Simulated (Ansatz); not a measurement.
## Mending a geometry relaxation on Al2Ru

System: Al2Ru (P1, 3 atoms in the cell).
Method of run 1: DFT PBEsol, scalar-relativistic, plane waves, PAW, no spin polarisation (Ansatz 0.2.0).

The structure derives from a Materials Project entry. The run did not end well. Text and figures count atoms from 1; the logs count them from 0 in places.

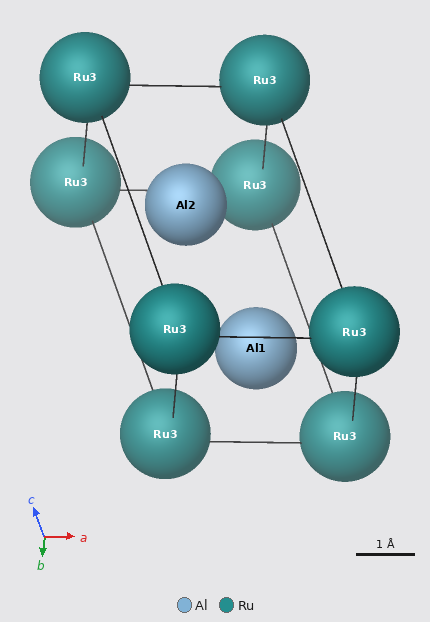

Fig. 1: The input geometry (spheres-only view of the cell of the calculation, set on other vectors, seen at an oblique angle; atoms are numbered from 1 in the order of the input). An atom can appear more than once, as a periodic image.

Input file, run 1:
```yaml
crystal:
  lattice:
    - [-1.56042162, 1.56042162, 4.22180559]
    - [1.56042162, -1.56042162, 4.22180559]
    - [1.56042162, 1.56042162, -4.22180559]
  atoms:
    - { symbol: Al, position: [0.6642385212, 0.6812040265, 0.1034085016] }
    - { symbol: Al, position: [0.2802211979, 0.301525907, -0.0708641331] }
    - { symbol: Ru, position: [0.0518818074, 0.0412889164, 0.047278825] }
basis:
  ecutwfc: 420
kpoints:
  mp_grid: { grid: [10, 10, 10] }
hamiltonian:
  xc: pbesol
scf:
  occupations: { method: gaussian, width: 0.1 }
output:
  forces: true
  stress: true
  eigenvalues: true
relax:
  adjacent_minimum: "off"
  f_tol: 0.005
  max_steps: 1
  cell: { stress_tol: 0.05 }
```

Command:
```bash
ansatz run input.yaml --threads 1 --pin off --max-ram 2560MiB --backend cpu --events-out ev --progress --plain --runs-dir out
```

Hardware: 1 thread of Arm Neoverse V1, 24 GiB of memory available, shared host.

Output, shortened to warnings, some set-up lines, iterations and results (run 1):
```
Error: variable-cell relaxation did not converge after 1 steps: max|allowed force component| = 3.34e0 eV/Å (threshold 5.0e-3), largest principal stress residual = 2.02e1 GPa on the free part of the cell (threshold 5.0e-2). Raise `relax.max_steps` over both its present limit and 1, loosen the thresholds, or start from a cell closer to the target (`relax.cell.p_target` or …
Basis set: ecut = 420 eV, 795 PW (Γ), FFT grids on a1+a3, a2+a3, a3, exchange–correlation on 48×48×64 points (8 copies of the dense FFT grid, shifted against one another)
Symmetry: 1 space group operations
k-points: 504 of 1000 (time reversal used)
Initial density: superposition of atomic densities (neutral atoms: chi_scale 0, normalization atom), corrected by the library's trained network
[...]
SCF iter   1: F=—  HF=-6866.364697 eV  |F-HF|=—  |Δ(HF+E_count)|=         —  Δρ=1.06e-2  dr2=6.40e-2  ethr=1.77e-3  ⟨swp⟩=5.2  Hψ=41856  notcnv=0
SCF iter   2: F=—  HF=-6866.355488 eV  |F-HF|=—  |Δ(HF+E_count)|=   9.21e-3  Δρ=4.56e-3  dr2=1.37e-2  ethr=2.91e-4  ⟨swp⟩=1.0  Hψ=11592  notcnv=0
SCF iter   3: F=—  HF=-6866.353226 eV  |F-HF|=—  |Δ(HF+E_count)|=   2.26e-3  Δρ=8.38e-4  dr2=3.32e-4  ethr=6.21e-5  ⟨swp⟩=1.9  Hψ=10046  notcnv=0
SCF iter   4: F=—  HF=-6866.353140 eV  |F-HF|=—  |Δ(HF+E_count)|=   8.59e-5  Δρ=1.44e-4  dr2=1.15e-5  ethr=1.51e-6  ⟨swp⟩=2.5  Hψ=12918  notcnv=0
SCF iter   5: F=—  HF=-6866.353156 eV  |F-HF|=—  |Δ(HF+E_count)|=   1.54e-5  Δρ=2.63e-5  dr2=2.31e-7  ethr=5.24e-8  ⟨swp⟩=2.3  Hψ=11569  notcnv=0
SCF iter   6: F=—  HF=-6866.353155 eV  |F-HF|=—  |Δ(HF+E_count)|=   1.53e-7  Δρ=8.83e-6  dr2=3.38e-8  ethr=1.05e-9  ⟨swp⟩=2.5  Hψ=12455  notcnv=0
SCF iter   7: F=—  HF=-6866.353155 eV  |F-HF|=—  |Δ(HF+E_count)|=   4.38e-9  Δρ=1.10e-6  dr2=4.01e-10  ethr=1.54e-10  ⟨swp⟩=2.2  Hψ=11364  notcnv=0
SCF iter   8: F=-6866.353155 eV  HF=-6866.353155 eV  |F-HF|=1.46e-11  |Δ(HF+E_count)|=  9.55e-11  Δρ=2.58e-7  dr2=2.77e-11  ethr=1.00e-12  ⟨swp⟩=6.0  Hψ=34740  notcnv=0
SCF 1 converged in 8 iterations: F = -6866.353155 eV  dr2 = 2.77e-11
relax step   1: F+E_penalty+E_count = -6866.35315545 eV  Δ(F+E_penalty+E_count) = +0.000e0 eV  max|allowed force component| = 3.340e0 eV/Å  Δτ_max = 0.0000 Å  P = +16.112 GPa …
Step failed. What follows is not a result of the run: it is the report of the last solve that finished, which converged after 8 SCF iterations.
Free energy (F): -6866.353155 eV
Harris-Foulkes:  -6866.353155 eV  (|F-HF|=1.46e-11)
Internal energy: -6866.348006 eV  (E = F + TS)
E sigma→0 (E₀):  -6866.350581 eV
Entropy (-TS):   -0.005149 eV (-1.716 meV/atom)
Fermi energy:    14.050733 eV
--- Per-component energies (eV) ---
  E_band       = -148.115763
  E_kinetic    = 571.884369
  E_local      = -2204.859603  (includes V_loc(G=0)·N_el)
  E_nonlocal   = 368.473117
  E_hartree    = 825.439618
  E_xc         = -272.420886
  E_vxc        = -302.313653  (∫ρ·V_xc dr)
  E_paw        = -4310.984691  (= ΣΔE_a)
  E_vpaw       = -232.179253  (= ΣTr[D̂ρ^β])
  E_aug_tail   = -0.000198  (compensation charges beyond the density's cutoff)
  E_ewald      = -1844.171306
  E_core_change = 0.291574  (= ΣΔE_core)
  E_smearing   = -0.005149  (= −TS)
  E_closure    = 0.000000  (closes the sum)
  Σ components = -6866.353155   (vs F -6866.353155, Δ=0.00e0)
--- Forces (eV/Å), atoms counted from 1 ---
  atom   1  Al    -2.26843741    -1.16012103     3.34033808
  atom   2  Al     0.71622712     0.81083791    -0.00060692
  atom   3  Ru     1.55221052     0.34928370    -3.33973049
  max |Σ_I F_I| component: 6.61e-7 eV/Å
--- Stress (GPa, compression-positive) ---
       13.693093       4.002814      -2.258063
        4.002814      15.251729       1.167706
       -2.258063       1.167706      19.390320
  P = ⅓ Tr σ = 16.1117 GPa (161.117 kbar)
End of that report.
Error: variable-cell relaxation did not converge after 1 steps: max|allowed force component| = 3.34e0 eV/Å (threshold 5.0e-3), largest principal stress residual = 2.02e1 GPa on the free part of the cell (threshold 5.0e-2). Raise `relax.max_steps` over both its present limit and 1, loosen the …
```

**What should be changed in this input?**

The run did not converge: “variable-cell relaxation did not converge after 1 steps: max|allowed force component| = 3.34e0 eV/Å (threshold 5.0e-3), largest principal stress residual = 2.02e1 GPa on the free part of the cell (threshold 5.0e-2). Raise `relax.max_steps` over both its present limit and 1, loosen the thresholds, or start from a cell closer to the target (`relax.cell.p_target` or `relax.cell.sigma_target`) …” Its last values are not results.

A run of the same system that converges differs from this input as follows (lines with − go, lines with + come):
```diff
-  max_steps: 1
+  max_steps: 100
```

Output, shortened to warnings, some set-up lines, iterations and results (run 2):
```
Basis set: ecut = 420 eV, 795 PW (Γ), FFT grids on a1+a3, a2+a3, a3, exchange–correlation on 48×48×64 points (8 copies of the dense FFT grid, shifted against one another)
Symmetry: 1 space group operations
k-points: 504 of 1000 (time reversal used)
Initial density: superposition of atomic densities (neutral atoms: chi_scale 0, normalization atom), corrected by the library's trained network
[...]
SCF iter   1: F=—  HF=-6866.364697 eV  |F-HF|=—  |Δ(HF+E_count)|=         —  Δρ=1.06e-2  dr2=6.40e-2  ethr=1.77e-3  ⟨swp⟩=5.2  Hψ=41856  notcnv=0
SCF iter   2: F=—  HF=-6866.355488 eV  |F-HF|=—  |Δ(HF+E_count)|=   9.21e-3  Δρ=4.56e-3  dr2=1.37e-2  ethr=2.91e-4  ⟨swp⟩=1.0  Hψ=11592  notcnv=0
SCF iter   3: F=—  HF=-6866.353226 eV  |F-HF|=—  |Δ(HF+E_count)|=   2.26e-3  Δρ=8.38e-4  dr2=3.32e-4  ethr=6.21e-5  ⟨swp⟩=1.9  Hψ=10046  notcnv=0
SCF iter   4: F=—  HF=-6866.353140 eV  |F-HF|=—  |Δ(HF+E_count)|=   8.59e-5  Δρ=1.44e-4  dr2=1.15e-5  ethr=1.51e-6  ⟨swp⟩=2.5  Hψ=12918  notcnv=0
SCF iter   5: F=—  HF=-6866.353156 eV  |F-HF|=—  |Δ(HF+E_count)|=   1.54e-5  Δρ=2.63e-5  dr2=2.31e-7  ethr=5.24e-8  ⟨swp⟩=2.3  Hψ=11559  notcnv=0
[... 48 lines ...]
SCF iter   6: F=-6867.572993 eV  HF=-6867.572993 eV  |F-HF|=9.09e-13  |Δ(HF+E_count)|=  9.09e-13  Δρ=1.67e-8  dr2=1.31e-13  ethr=1.00e-12  ⟨swp⟩=1.0  Hψ=7560  notcnv=0
SCF iter   7: F=-6867.572993 eV  HF=-6867.572993 eV  |F-HF|=1.82e-12  |Δ(HF+E_count)|=  9.09e-13  Δρ=4.09e-9  dr2=9.50e-15  ethr=1.00e-12  ⟨swp⟩=1.0  Hψ=7560  notcnv=0
SCF iter   8: F=-6867.572993 eV  HF=-6867.572993 eV  |F-HF|=0.00e0  |Δ(HF+E_count)|=  1.82e-12  Δρ=1.08e-9  dr2=2.85e-16  ethr=1.00e-12  ⟨swp⟩=2.1  Hψ=22681  notcnv=0
SCF 7 converged in 8 iterations: F = -6867.572993 eV  dr2 = 2.85e-16
relax step   7: F+E_penalty+E_count = -6867.57299272 eV  Δ(F+E_penalty+E_count) = +3.335e-5 eV  max|allowed force component| = 4.950e-3 eV/Å  Δτ_max = 0.0000 Å  P = +0.011 …
basis re-selected at this cell: Δ(F+E_penalty+E_count) = +3.335e-5 eV, ΔP = -0.006 GPa vs the last step (what re-selecting the basis moved, of the pressure what is left beyond the Pulay correction that the steps carried, after the strain that the cell walked since its last selection, with what the …
SCF converged after 8 iterations
Free energy (F): -6867.572993 eV
Harris-Foulkes:  -6867.572993 eV  (|F-HF|=0.00e0)
Internal energy: -6867.571935 eV  (E = F + TS)
E sigma→0 (E₀):  -6867.572464 eV
Entropy (-TS):   -0.001058 eV (-0.353 meV/atom)
Fermi energy:    14.062565 eV
--- Per-component energies (eV) ---
  E_band       = -145.181681
  E_kinetic    = 566.773350
  E_local      = -2142.142925  (includes V_loc(G=0)·N_el)
  E_nonlocal   = 366.032768
  E_hartree    = 797.833293
  E_xc         = -271.170371
  E_vxc        = -300.743612  (∫ρ·V_xc dr)
  E_paw        = -4309.873844  (= ΣΔE_a)
  E_vpaw       = -230.767654  (= ΣTr[D̂ρ^β])
  E_aug_tail   = -0.000194  (compensation charges beyond the density's cutoff)
  E_ewald      = -1875.315587
  E_core_change = 0.291574  (= ΣΔE_core)
  E_smearing   = -0.001058  (= −TS)
  E_closure    = 0.000000  (closes the sum)
  Σ components = -6867.572993   (vs F -6867.572993, Δ=0.00e0)
--- Forces (eV/Å), atoms counted from 1 ---
  atom   1  Al    -0.00032557     0.00004596     0.00495008
  atom   2  Al    -0.00001341     0.00000919    -0.00411887
  atom   3  Ru     0.00033899    -0.00005515    -0.00083130
  max |Σ_I F_I| component: 8.84e-8 eV/Å
--- Stress (GPa, compression-positive) ---
        0.011574       0.000019      -0.001723
        0.000019       0.011833      -0.001054
       -0.001723      -0.001054       0.008635
  P = ⅓ Tr σ = 0.0107 GPa (0.107 kbar)
--- Relaxed structure (6 steps of the walk, 6 accepted, 1 SCFs on fresh bases) ---
  F+E_penalty+E_count = -6867.57299272 eV   max|allowed force component| = 4.950e-3 eV/Å   (the final SCF, on the basis selected at the relaxed cell)
  cell:  # Å, volume = 41.0290 Å³
    - [-1.560665359026251, 1.560697046466696, 4.211141774247323]
    - [1.5607075459907194, -1.5606717203017206, 4.2111480061676465]
    - [1.5606651509004708, 1.5606715121759405, -4.211132413443151]
  atoms:
    - { symbol: Al, position: [0.657855808191403, 0.6670915020010392, 0.02661532817386192] }
[...]
```

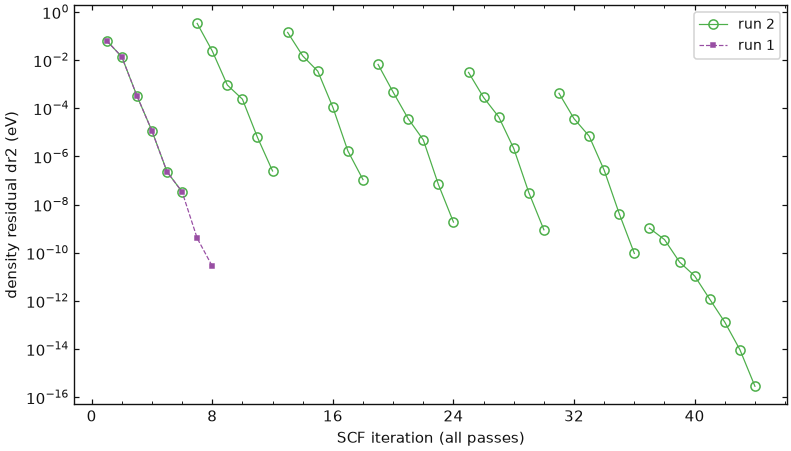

Fig. 2: Convergence of the two runs: density residual dr2 against the SCF iteration. A break in a curve parts two SCF passes. Run 2 takes 44 iterations in all, and run 1 stops after 8.

The two runs side by side:

| quantity | run 1 | run 2 |
| --- | --- | --- |
| outcome | not converged | converged |
| free energy per atom (eV) | – | −2289.1910 |
| gap on the mesh (eV) | – | 0.00 |
| pressure (GPa) | – | 0.01 |
| volume per atom (Å³) | – | 13.68 |
| largest force (eV/Å) | – | 0.005 |
| SCF iterations | – | 44 |
| irreducible k-points | – | 504 |
| wall time (shared host) | 34 s | 4.1 min |
